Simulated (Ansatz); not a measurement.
## Energy of Hf along a strain of the cell

System: Hf (1 atom in the cell).
Method: DFT PBEsol, scalar-relativistic, plane waves, PAW, no spin polarisation (Ansatz 0.2.0).

The 7 runs differ only in the geometry, by a strain of the cell at fixed fractional positions. Against run 4, the strain is εxx = η. The structure derives from an entry of the Crystallography Open Database.

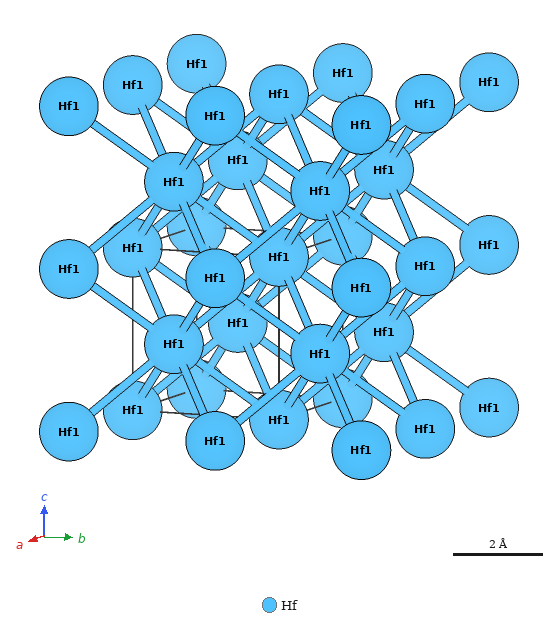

Figure 1. The structure of run 4 (ball-and-stick view of the cell 2 times as large as that of the calculation, set on its symmetry axes, repeated 2 × 2 × 2, seen slightly off an axis; atoms are numbered from 1 in the order of the input). An atom can appear more than once, as a periodic image.

**Input of run 4**
```yaml
crystal:
  lattice:
    - [-1.85915, 1.805, 1.805]
    - [1.85915, -1.805, 1.805]
    - [1.85915, 1.805, -1.805]
  atoms:
    - { symbol: Hf, position: [0.0, 0.0, 0.0] }
basis:
  ecutwfc: 420
kpoints:
  mp_grid: { grid: [18, 18, 18] }
hamiltonian:
  xc: pbesol
scf:
  occupations: { method: gaussian, width: 0.15 }
output:
  forces: true
  stress: true
  eigenvalues: true
```

Command:
```bash
ansatz run input.yaml --threads 1 --pin off --max-ram 2560MiB --backend cpu --events-out ev --progress --plain --runs-dir out
```

Run 5 differs from it as follows:
```diff
-    - [-1.85915, 1.805, 1.805]
-    - [1.85915, -1.805, 1.805]
-    - [1.85915, 1.805, -1.805]
+    - [-1.886225, 1.805, 1.805]
+    - [1.886225, -1.805, 1.805]
+    - [1.886225, 1.805, -1.805]
```

**Results, with one run withheld**

| run | strain parameter η (%) | free energy per atom, from the lowest run given (meV) | pressure (GPa) |
| --- | --- | --- | --- |
| 1 | −8.7379 | 0.00 | −3.67 |
| 2 | −7.2816 | 13.92 | −5.17 |
| 3 | −5.8252 | 29.68 | −6.57 |
| 4 | 0.0000 | 108.56 | −11.06 |
| 5 | 1.4563 | ? | ? |
| 6 | 2.1845 | 143.31 | −12.37 |
| 7 | 2.9126 | 155.36 | −12.77 |

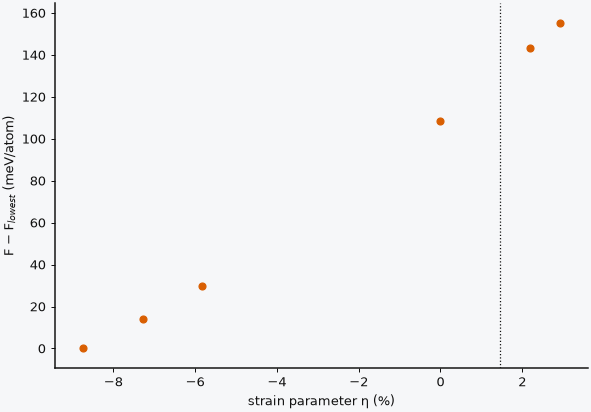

Figure 2. Free energy per atom of the runs given; the dotted line marks run 5.

Estimate the energy of run 5 from the others.

A cubic polynomial in the coordinate, fitted to the 6 runs given, misses them by at most 0.01 meV per atom. With x = η + 2.7913, it reads F = 67.926 + 13.689 x + 0.33343 x² − 0.0080489 x³ (meV per atom). At run 5 it gives 131.47 meV per atom, and the run itself gives 131.49. The fit has no minimum inside this range.

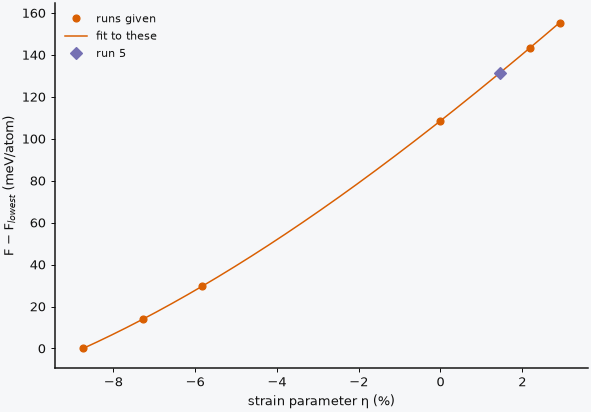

Figure 3. The fit and the withheld run.

**Output, shortened to warnings, some set-up lines, iterations and results (run 5)**
```
Basis set: ecut = 420 eV, 483 PW (Γ), exchange–correlation on 48×48×48 points (8 copies of the dense FFT grid, shifted against one another)
Symmetry: 16 space group operations
k-points: 480 of 5832
Initial density: superposition of atomic densities (neutral atoms: chi_scale 0, normalization atom), corrected by the library's trained network
[...]
SCF iter   1: F=—  HF=-15597.735981 eV  |F-HF|=—  |Δ(HF+E_count)|=         —  Δρ=2.75e-3  dr2=1.20e-3  ethr=1.77e-3  ⟨swp⟩=4.5  Hψ=33756  notcnv=0
SCF iter   2: F=—  HF=-15597.735898 eV  |F-HF|=—  |Δ(HF+E_count)|=   8.30e-5  Δρ=1.71e-3  dr2=5.26e-4  ethr=4.63e-6  ⟨swp⟩=2.7  Hψ=17830  notcnv=0
SCF iter   3: F=—  HF=-15597.735950 eV  |F-HF|=—  |Δ(HF+E_count)|=   5.24e-5  Δρ=6.57e-4  dr2=7.52e-5  ethr=2.02e-6  ⟨swp⟩=2.0  Hψ=12094  notcnv=0
SCF iter   4: F=—  HF=-15597.735866 eV  |F-HF|=—  |Δ(HF+E_count)|=   8.43e-5  Δρ=1.67e-4  dr2=3.52e-6  ethr=2.89e-7  ⟨swp⟩=2.0  Hψ=13489  notcnv=0
SCF iter   5: F=—  HF=-15597.735866 eV  |F-HF|=—  |Δ(HF+E_count)|=   2.26e-7  Δρ=3.84e-5  dr2=2.20e-7  ethr=1.36e-8  ⟨swp⟩=1.6  Hψ=8665  notcnv=0
SCF iter   6: F=-15597.735866 eV  HF=-15597.735866 eV  |F-HF|=9.58e-9  |Δ(HF+E_count)|=   1.69e-8  Δρ=7.63e-6  dr2=1.31e-8  ethr=3.85e-10  ⟨swp⟩=4.8  Hψ=31336  notcnv=0
SCF 1 converged in 6 iterations: F = -15597.735866 eV  dr2 = 1.31e-8
SCF converged after 6 iterations
Free energy (F): -15597.735866 eV
Harris-Foulkes:  -15597.735866 eV  (|F-HF|=9.58e-9)
Internal energy: -15597.710052 eV  (E = F + TS)
E sigma→0 (E₀):  -15597.722959 eV
Entropy (-TS):   -0.025814 eV (-25.814 meV/atom)
Fermi energy:    17.467191 eV
--- Per-component energies (eV) ---
  E_band       = -23.020135
  E_kinetic    = 421.087451
  E_local      = -5324.665942  (includes V_loc(G=0)·N_el)
  E_nonlocal   = -1239.254641
  E_hartree    = 2481.255257
  E_xc         = -296.172651
  E_vxc        = -263.910034  (∫ρ·V_xc dr)
  E_paw        = -6806.314399  (= ΣΔE_a)
  E_vpaw       = 1421.221391  (= ΣTr[D̂ρ^β])
  E_aug_tail   = -0.000001  (compensation charges beyond the density's cutoff)
  E_ewald      = -4834.896218
  E_core_change = 1.251092  (= ΣΔE_core)
  E_smearing   = -0.025814  (= −TS)
  E_closure    = 0.000000  (closes the sum)
  Σ components = -15597.735866   (vs F -15597.735866, Δ=0.00e0)
--- Forces (eV/Å), atoms counted from 1 ---
  atom   1  Hf     0.00000000     0.00000000    -0.00000000
  max |Σ_I F_I| component: 3.45e-31 eV/Å
--- Stress (GPa, compression-positive) ---
      -10.634521      -0.000000      -0.000000
       -0.000000     -12.608316      -0.000000
        0.000000      -0.000000     -12.608316
  P = ⅓ Tr σ = -11.9504 GPa (-119.504 kbar)
```

Notes: Spin–orbit coupling is left out, which matters for Hf.
